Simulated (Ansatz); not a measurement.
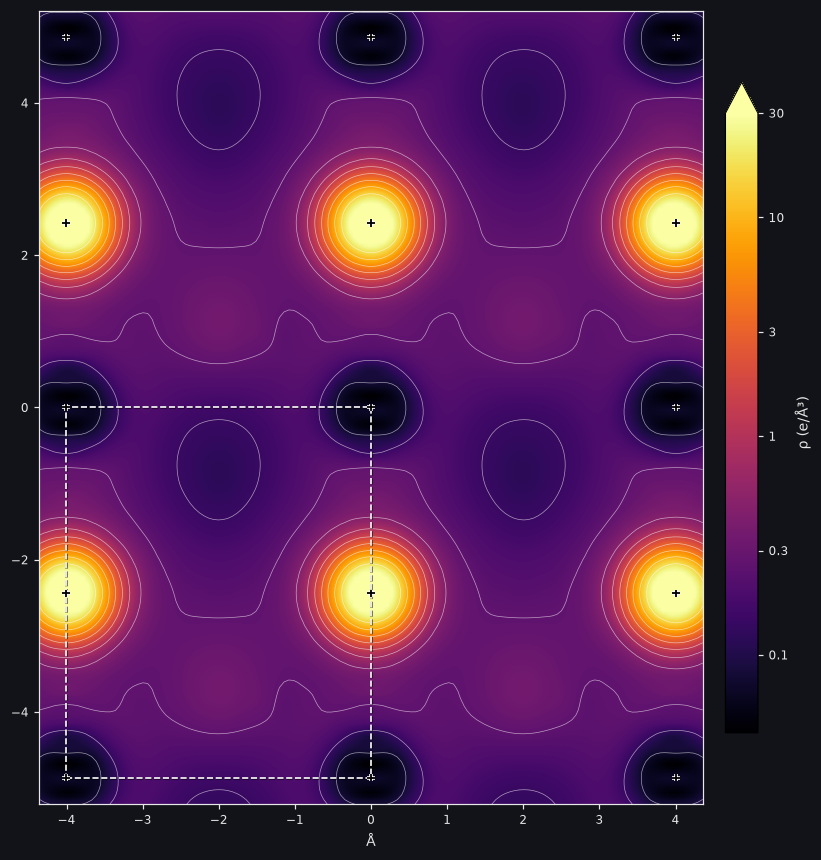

The valence charge density (pseudo) on a plane through atoms (crosses mark nuclei in the plane).

All numbers below come from Ansatz 0.2.0, DFT r2SCAN, scalar-relativistic, plane waves, PAW.

Candidates:
A. Al3Ni2, a = 4.01 Å, b = 4.01 Å, c = 4.86 Å, α = 90.00°, β = 90.00°, γ = 120.00°. Space group P-3m1; a structure from a database of computed crystals, not necessarily the ambient phase; computed without spin polarisation.
B. TiO, a = 3.20 Å, b = 3.20 Å, c = 2.91 Å, α = 90.00°, β = 90.00°, γ = 120.00°. Space group P-6m2; computed pressure about −38 GPa in this cell; computed without spin polarisation.
C. Au, a = 2.84 Å, b = 2.92 Å, c = 4.86 Å, α = 90.00°, β = 90.00°, γ = 119.10°. Space group P-1; a structure from a database of computed crystals, not necessarily the ambient phase; changed on purpose from its base cell (all atoms moved at random, sigma 0.1 A a component).

Q: Which candidate gave the map?

A: Candidate A: Al3Ni2 on the (100) plane of the conventional cell, which holds Al and Ni. Al–Ni (2.42 Å): the density is about 0.34 e/Å³ at the midpoint.
